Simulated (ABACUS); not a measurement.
**Run report: MoS$_{2}$, band-structure run (part 2 of 2)**

The same run, continued: MoS$_{2}$ (P-3m1, 6 atoms in the cell); Kohn-Sham DFT of a periodic cell, r2SCAN, SG15 ONCV 1.2 PBE, no spin polarisation (ABACUS 3.10.1); cutoff 1278.93 eV, 6×6×1 k-mesh, fermi-dirac of 0.05 eV. The structure derives from a Materials Project entry.

Geometry of the input (Å; fractional positions):
```
3.1845  0.0000  0.0000
-1.5923  2.7579  0.0000
0.0000  0.0000  21.6705
Mo 0.3333  0.6667  0.8512
Mo 0.6667  0.3333  0.1488
S  0.6667  0.3333  0.7796
S  0.3333  0.6667  0.2204
S  0.3333  0.6667  0.0773
S  0.6667  0.3333  0.9227
```

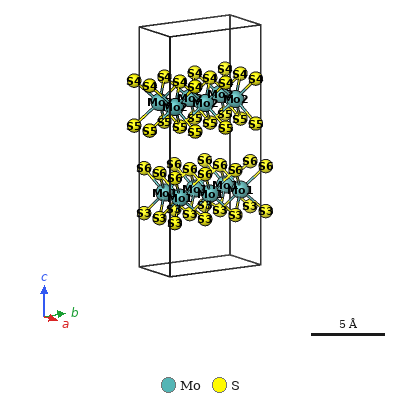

Figure 1. The structure (ball-and-stick view of the 2 × 3 repeat of the cell, with the vacuum cut short, seen slightly off an axis; bonded neighbours outside the cell are drawn too; atoms are numbered from 1 in the order of the input). An atom can appear more than once, as a periodic image.

## The program's output, continued
```
----------------------------------------------------------
 E_KohnSham     -356.4395019471      -4849.6082187621
 E_Harris       -335.4938437151      -4564.6279184475
 E_Fermi        0.2199219872         2.9921921408
----------------------------------------------------------

 PW ALGORITHM --------------- ION=   1  ELEC=   4--------------------------------

 Density error is 0.0419350373258
                          Error Threshold = 0.000530701274502
----------------------------------------------------------
     Energy           Rydberg                 eV
----------------------------------------------------------
 E_KohnSham     -356.5674144173      -4851.3485572028
 E_Harris       -358.9422108400      -4883.6593201418
 E_Fermi        0.2906884569         3.9550193571
----------------------------------------------------------

 PW ALGORITHM --------------- ION=   1  ELEC=   5--------------------------------

 Density error is 0.00218478450655
                          Error Threshold = 8.06443025495e-05
----------------------------------------------------------
     Energy           Rydberg                 eV
----------------------------------------------------------
 E_KohnSham     -356.5754755904      -4851.4582350891
 E_Harris       -354.8765772000      -4828.3435366571
 E_Fermi        0.2789160659         3.7948477607
----------------------------------------------------------

 PW ALGORITHM --------------- ION=   1  ELEC=   6--------------------------------

 Density error is 0.00185526647047
                          Error Threshold = 4.20150866644e-06
----------------------------------------------------------
     Energy           Rydberg                 eV
----------------------------------------------------------
 E_KohnSham     -356.5772049517      -4851.4817642571
 E_Harris       -354.4431327901      -4822.4462229153
 E_Fermi        0.2783111075         3.7866168780
----------------------------------------------------------

 PW ALGORITHM --------------- ION=   1  ELEC=   7--------------------------------

 Density error is 0.00160669299914
                          Error Threshold = 3.56782013553e-06
----------------------------------------------------------
     Energy           Rydberg                 eV
----------------------------------------------------------
 E_KohnSham     -356.5779532409      -4851.4919452543
 E_Harris       -354.7097104549      -4826.0731981169
 E_Fermi        0.2783881267         3.7876647784
----------------------------------------------------------

 PW ALGORITHM --------------- ION=   1  ELEC=   8--------------------------------

 Density error is 0.0017471450841
                          Error Threshold = 3.08979422911e-06
----------------------------------------------------------
     Energy           Rydberg                 eV
----------------------------------------------------------
 E_KohnSham     -356.5782076192      -4851.4954062478
 E_Harris       -354.6002032990      -4824.5832768249
 E_Fermi        0.2779041219         3.7810795558
----------------------------------------------------------

 PW ALGORITHM --------------- ION=   1  ELEC=   9--------------------------------

 Density error is 0.00172062733233
                          Error Threshold = 3.08979422911e-06
----------------------------------------------------------
     Energy           Rydberg                 eV
----------------------------------------------------------
 E_KohnSham     -356.5786128306      -4851.5009194320
 E_Harris       -354.6081655679      -4824.6916090507
 E_Fermi        0.2776658763         3.7778380573
----------------------------------------------------------

 PW ALGORITHM --------------- ION=   1  ELEC=  10--------------------------------

 Density error is 0.00178169127921
                          Error Threshold = 3.08979422911e-06
----------------------------------------------------------
     Energy           Rydberg                 eV
----------------------------------------------------------
 E_KohnSham     -356.5786356849      -4851.5012303805
 E_Harris       -354.5645564905      -4824.0982771133
 E_Fermi        0.2771594623         3.7709479424
----------------------------------------------------------

 PW ALGORITHM --------------- ION=   1  ELEC=  11--------------------------------

 Density error is 0.00177725883176
                          Error Threshold = 3.08979422911e-06
----------------------------------------------------------
     Energy           Rydberg                 eV
----------------------------------------------------------
 E_KohnSham     -356.5811049310      -4851.5348261980
 E_Harris       -354.5735719273      -4824.2209384237
 E_Fermi        0.2771428987         3.7707225825
----------------------------------------------------------

 PW ALGORITHM --------------- ION=   1  ELEC=  12--------------------------------

 Density error is 0.00177261291761
                          Error Threshold = 3.08979422911e-06
----------------------------------------------------------
     Energy           Rydberg                 eV
----------------------------------------------------------
 E_KohnSham     -356.5807197854      -4851.5295860230
 E_Harris       -354.8005374144      -4827.3089622975
 E_Fermi        0.2752348604         3.7447623895
----------------------------------------------------------

 PW ALGORITHM --------------- ION=   1  ELEC=  13--------------------------------

 Density error is 0.000541905786388
                          Error Threshold = 3.08979422911e-06
----------------------------------------------------------
     Energy           Rydberg                 eV
----------------------------------------------------------
 E_KohnSham     -356.5836785609      -4851.5698422283
 E_Harris       -355.4625629985      -4836.3162824641
 E_Fermi        0.2852909865         3.8815830040
----------------------------------------------------------

 PW ALGORITHM --------------- ION=   1  ELEC=  14--------------------------------

 Density error is 0.00030694112176
                          Error Threshold = 1.04212651228e-06
----------------------------------------------------------
     Energy           Rydberg                 eV
----------------------------------------------------------
 E_KohnSham     -356.5807457264      -4851.5299389680
 E_Harris       -355.7390184281      -4840.0776515490
 E_Fermi        0.2885680711         3.9261700272
----------------------------------------------------------

 PW ALGORITHM --------------- ION=   1  ELEC=  15--------------------------------

 Density error is 1.73786928065e-05
                          Error Threshold = 5.90271387999e-07
----------------------------------------------------------
     Energy           Rydberg                 eV
----------------------------------------------------------
 E_KohnSham     -356.5808075988      -4851.5307807852
 E_Harris       -356.3853032689      -4848.8708079153
 E_Fermi        0.2973263689         4.0453327826
----------------------------------------------------------

 PW ALGORITHM --------------- ION=   1  ELEC=  16--------------------------------

 Density error is 8.07558170429e-07
                          Error Threshold = 3.34205630894e-08
----------------------------------------------------------
     Energy           Rydberg                 eV
----------------------------------------------------------
 E_KohnSham     -356.5808212424      -4851.5309664163
 E_Harris       -356.5390674184      -4850.9628764963
 E_Fermi        0.2994934867         4.0748179328
----------------------------------------------------------

 PW ALGORITHM --------------- ION=   1  ELEC=  17--------------------------------

 Density error is 1.58041958568e-08
                          Error Threshold = 1.55299648159e-09
----------------------------------------------------------
     Energy           Rydberg                 eV
----------------------------------------------------------
 E_KohnSham     -356.5808231855      -4851.5309928529
 E_Harris       -356.5787714794      -4851.5030779599
 E_Fermi        0.2998877846         4.0801826308
----------------------------------------------------------

 PW ALGORITHM --------------- ION=   1  ELEC=  18--------------------------------

 Density error is 2.7111913023e-09
                          Error Threshold = 3.03926843399e-11
----------------------------------------------------------
     Energy           Rydberg                 eV
----------------------------------------------------------
 E_KohnSham     -356.5808239719      -4851.5310035532
 E_KS(sigma->0) -356.5808239627      -4851.5310034270
 E_Harris       -356.5790465830      -4851.5068209356
 E_band         -53.1878721306       -723.6581254717
 E_one_elec     -1699.1853420706     -23118.6026102397
 E_Hartree      856.6687594751       11655.5764274534
 E_xc           -49.5141091036       -673.6740152031
 E_Ewald        535.4498677457       7285.1691946886
 E_entropy(-TS) -0.0000000186        -0.0000002524
 E_descf        0.0000000000         0.0000000000
 E_exx          0.0000000000         0.0000000000
 E_Fermi        0.2999080877         4.0804588696
----------------------------------------------------------

 charge density convergence is achieved
 final etot is -4851.5310036 eV
 EFERMI = 4.0804588696 eV

 STATE ENERGY(eV) AND OCCUPATIONS    NSPIN == 1
 1/2 kpoint (Cartesian) = 0.0000 0.0000 0.0000 (19843 pws)
       1       -60.2773      0.0555556
       2       -60.2773      0.0555556
       3       -33.4212      0.0555556
       4       -33.4212      0.0555556
       5       -33.2174      0.0555556
       6       -33.2174      0.0555556
       7       -33.2174      0.0555556
       8       -33.2174      0.0555556
       9       -11.9087      0.0555556
      10       -11.8384      0.0555556
      11       -10.5176      0.0555556
      12       -10.3981      0.0555556
      13       -3.05741      0.0555556
      14       -2.70672      0.0555556
      15       0.208796      0.0555556
      16       0.208796      0.0555556
      17       0.212267      0.0555556
      18       0.212267      0.0555556
      19       0.768112      0.0555556
      20        1.37427      0.0555556
      21        1.37427      0.0555556
      22        1.38591      0.0555556
      23        1.38591      0.0555556
      24        1.58616      0.0555556
      25        2.95951      0.0555556
      26        3.44708      0.0555554
      27        5.99306    1.35558e-18
      28        5.99306    1.35558e-18
      29        6.00139    1.14746e-18
      30        6.00139    1.14746e-18
      31        6.21937    1.46679e-20
      32        6.21937    1.46679e-20
      33        6.26291    6.13975e-21
      34        6.26291    6.13975e-21
      35        9.05639    3.34445e-45
      36        9.39630    3.73191e-48
      37        9.68991    1.05101e-50
      38        9.86493    3.17252e-52

 2/2 kpoint (Cartesian) = -0.052336 0.030216 0.0000 (19784 pws)
       1       -60.2675       0.333333
       2       -60.2675       0.333333
       3       -33.4010       0.333333
       4       -33.4010       0.333333
       5       -33.3172       0.333333
       6       -33.3172       0.333333
       7       -33.2401       0.333333
       8       -33.2401       0.333333
       9       -11.4999       0.333333
      10       -11.4319       0.333333
      11       -10.3525       0.333333
      12       -10.2479       0.333333
      13       -2.62597       0.333333
      14       -2.28810       0.333333
      15      -0.578413       0.333333
      16      -0.558553       0.333333
      17      -0.202670       0.333333
      18      0.0895221       0.333333
      19       0.622915       0.333333
      20       0.632034       0.333333
      21       0.803549       0.333333
      22       0.819170       0.333333
      23        1.69982       0.333333
      24        2.05601       0.333333
      25        2.72397       0.333333
      26        2.91214       0.333333
      27        5.46534    3.11884e-13
      28        5.68455    3.88956e-15
      29        5.81251    3.00963e-16
      30        5.83025    2.11040e-16
      31        5.87223    9.11404e-17
      32        5.98164    1.02184e-17
      33        6.60160    4.21199e-23
      34        6.63933    1.98052e-23
      35        9.63806    1.77902e-49
      36        10.0147    9.51464e-53
      37        11.1162    2.57860e-62
      38        11.3986    9.07895e-65

------------------------------------------------------------------------------------------
 TOTAL-FORCE (eV/Angstrom)
------------------------------------------------------------------------------------------
                       Mo1         0.0000000000         0.0000000000         0.0068424994
                       Mo2         0.0000000000         0.0000000000        -0.0068424994
                        S1         0.0000000000         0.0000000000        -0.0523992883
                        S2         0.0000000000         0.0000000000         0.0523992883
                        S3         0.0000000000         0.0000000000        -0.0393049071
                        S4         0.0000000000         0.0000000000         0.0393049071
------------------------------------------------------------------------------------------

----------------------------------------------------------------
 TOTAL-STRESS (KBAR)
----------------------------------------------------------------
        -0.9270772519        -0.0000000000        -0.0000000000
         0.0000000000        -0.9270772518         0.0000000000
        -0.0000000000        -0.0000000000         2.6922916357
----------------------------------------------------------------
 TOTAL-PRESSURE: 0.279379 KBAR

 --------------------------------------------
 !FINAL_ETOT_IS -4851.5310035532047550 eV
 --------------------------------------------
```

## Standard output
```
ABACUS v3.10.1

               Atomic-orbital Based Ab-initio Computation at UStc

 dft_functional readin is: MGGA_X_R2SCAN+MGGA_C_R2SCAN
 dft_functional in pseudopot file is: PBE
 Please make sure this is what you need
 dft_functional readin is: MGGA_X_R2SCAN+MGGA_C_R2SCAN
 dft_functional in pseudopot file is: PBE
 Please make sure this is what you need

%%%%%%%%%%%%%%%%%%%%%%%%%%%%%%%%%%%%%%%%%%%%%%%%%%%%%%%%%%%%%%%%%%%%%%%%%%%%%%%%%%%%%%%%%%%%%%%%%%%%%%%%%
 Warning: the number of valence electrons in pseudopotential > 6 for Mo: [Kr] 4d5 5s1
 Pseudopotentials with additional electrons can yield (more) accurate outcomes, but may be less efficient.
 If you're confident that your chosen pseudopotential is appropriate, you can safely ignore this warning.
%%%%%%%%%%%%%%%%%%%%%%%%%%%%%%%%%%%%%%%%%%%%%%%%%%%%%%%%%%%%%%%%%%%%%%%%%%%%%%%%%%%%%%%%%%%%%%%%%%%%%%%%%

 UNIFORM GRID DIM        : 40 * 40 * 256
 UNIFORM GRID DIM(BIG)   : 40 * 40 * 256
func,idMGGA_X_R2SCAN 497
func,idMGGA_C_R2SCAN 498
 ---------------------------------------------------------
 Self-consistent calculations for electrons
 ---------------------------------------------------------
 SPIN    KPOINTS         PROCESSORS  THREADS
 1       7               4           4
 ---------------------------------------------------------
 Use plane wave basis
 ---------------------------------------------------------
 ELEMENT NATOM       XC
 Mo      2
 S       4
 ---------------------------------------------------------
 Initial plane wave basis and FFT box
 ---------------------------------------------------------
 -------------------------------------------
 SELF-CONSISTENT :
 -------------------------------------------
 START CHARGE      : atomic
 ITER       ETOT/eV          EDIFF/eV         DRHO         DKIN     TIME/s
 DA1     -4.84948812e+03   0.00000000e+00   2.7596e-01   2.9338e-01  69.33
 DA2      4.13942602e+03   8.98891414e+03   3.8334e+02   1.2969e+01  51.42
 DA3     -4.84960822e+03  -8.98903424e+03   6.1097e-01   2.4727e-01  26.05
 DA4     -4.85134856e+03  -1.74033844e+00   4.1935e-02   8.3778e-02  19.82
 DA5     -4.85145824e+03  -1.09677886e-01   2.1848e-03   4.0731e-02  19.20
 DA6     -4.85148176e+03  -2.35291679e-02   1.8553e-03   3.1462e-02  26.95
 DA7     -4.85149195e+03  -1.01809973e-02   1.6067e-03   3.0141e-02  21.58
 DA8     -4.85149541e+03  -3.46099347e-03   1.7471e-03   2.9358e-02  18.21
 DA9     -4.85150092e+03  -5.51318422e-03   1.7206e-03   2.8381e-02  14.55
 DA10    -4.85150123e+03  -3.10948522e-04   1.7817e-03   2.8286e-02  18.13
 DA11    -4.85153483e+03  -3.35958175e-02   1.7773e-03   4.7001e-03  20.50
 DA12    -4.85152959e+03   5.24017501e-03   1.7726e-03   1.4503e-03  20.36
 DA13    -4.85156984e+03  -4.02562053e-02   5.4191e-04   1.8594e-03  21.15
 DA14    -4.85152994e+03   3.99032603e-02   3.0694e-04   1.1844e-03  21.81
 DA15    -4.85153078e+03  -8.41817226e-04   1.7379e-05   5.5220e-04  28.60
 DA16    -4.85153097e+03  -1.85631065e-04   8.0756e-07   7.8712e-05  28.23
 DA17    -4.85153099e+03  -2.64366295e-05   1.5804e-08   1.2668e-05  27.21
 DA18    -4.85153100e+03  -1.07002958e-05   2.7112e-09   1.1435e-05  35.48
----------------------------------------------------------------
 TOTAL-STRESS (KBAR)
----------------------------------------------------------------
        -0.9270772519        -0.0000000000        -0.0000000000
         0.0000000000        -0.9270772518         0.0000000000
        -0.0000000000        -0.0000000000         2.6922916357
----------------------------------------------------------------
 TOTAL-PRESSURE: 0.279379 KBAR
```

## Results in brief

| quantity | value |
| --- | --- |
| outcome | converged |
| space group (tolerance 0.01 Å) | P-3m1 (164) |
| electrons treated | 52 |
| free energy | −4851.5310 eV |
| Fermi energy | 4.080 eV |
| gap on the k-point mesh | 1.34 eV |
| pressure | 0.03 GPa |
| largest force (length of the vector) | 0.052 eV/Å |
| hardware | 4 threads of Intel Xeon (Sapphire Rapids), 32 GiB of memory available, shared host |
| wall time | 8.3 min (CPU time 33 min) |
| peak memory | 1.6 GiB |
